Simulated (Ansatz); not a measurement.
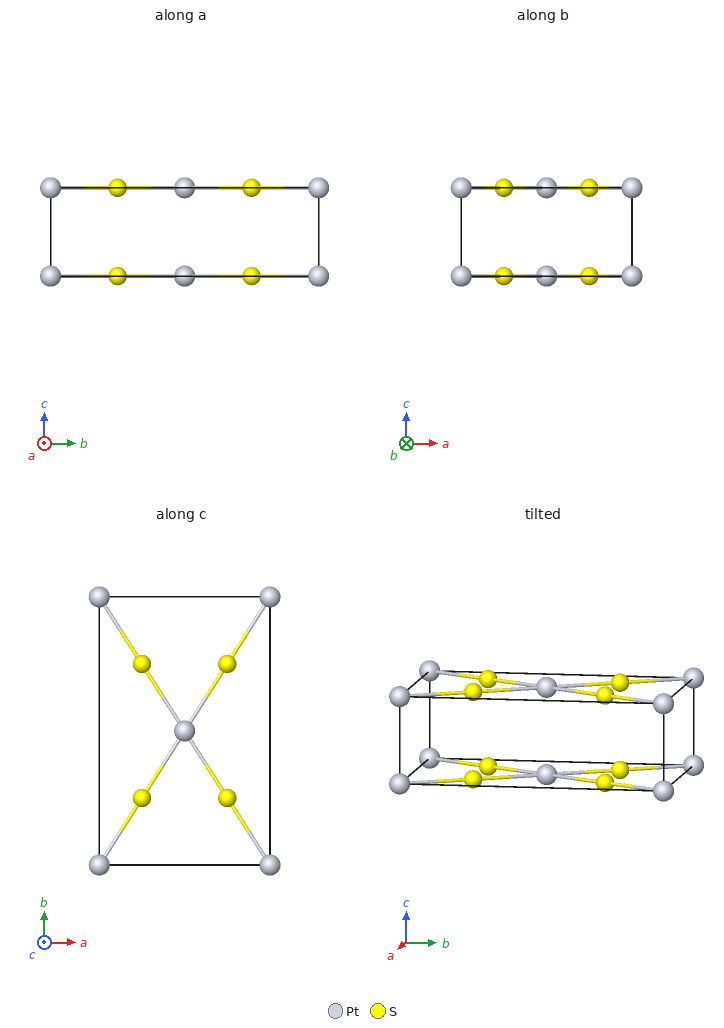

Drawn in the ball-and-stick manner and seen along the a axis, along the b axis, along the c axis and slightly off an axis. The box is the conventional unit cell; atoms on or close to its faces, edges and corners are drawn wherever they repeat.

Lattice parameters: a = 5.2033 Å, b = 8.1707 Å, c = 2.6919 Å, α = 90.000°, β = 90.000°, γ = 90.000°.

> Reconstruct the structure as a CIF with its space group and independent sites.

```cif
data_structure
_symmetry_space_group_name_H-M 'C m m m'
_symmetry_Int_Tables_number 65
_cell_length_a 5.2033
_cell_length_b 8.1707
_cell_length_c 2.6919
_cell_angle_alpha 90.000
_cell_angle_beta 90.000
_cell_angle_gamma 90.000
_cell_volume 114.44
loop_
_atom_site_label
_atom_site_type_symbol
_atom_site_symmetry_multiplicity
_atom_site_Wyckoff_symbol
_atom_site_fract_x
_atom_site_fract_y
_atom_site_fract_z
_atom_site_occupancy
Pt1 Pt 2 a 0.5000 0.5000 0.0000 1
S1 S 4 e 0.2500 0.7500 0.0000 1
```

Starting structure: a random cell made by a generator, so it need not be a real form of the compound. What is shown is the relaxed result from Ansatz, DFT PBE, scalar-relativistic, plane waves, PAW.
